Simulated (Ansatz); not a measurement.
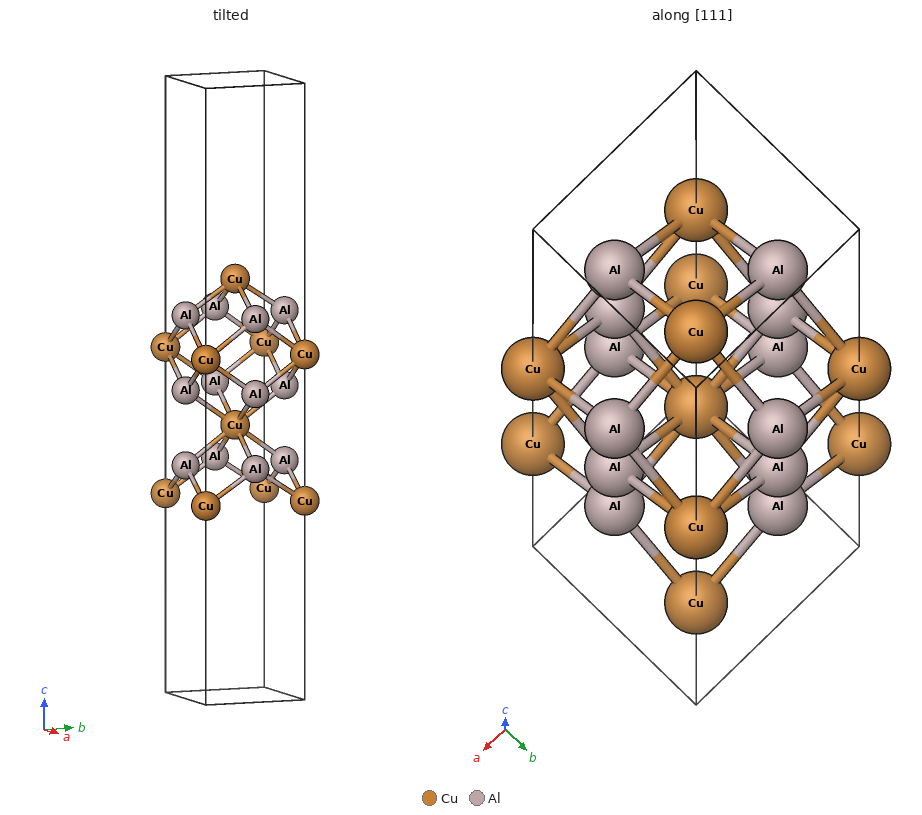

Crystal structure, ball-and-stick style, seen slightly off an axis and along [111]. The simulation cell is outlined; an atom on or near a face, edge or corner is repeated at each equivalent position.

- Its composition is Al3Cu2.
- In the cell are 6 Al, 4 Cu, which makes 2 formula units.
- Al is coordinated by four Cu in a tetrahedral arrangement. Cu takes two kinds of site: two a cell with four Al; two a cell with eight Al in a cubic arrangement.
- The bonds build Al3Cu2 layers parallel to (001).

Provenance: a structure listed in the Materials Project, from which a slab was cut. The atoms were relaxed in a fixed cell with DFT r2SCAN, scalar-relativistic, plane waves, PAW (Ansatz 0.2.0).
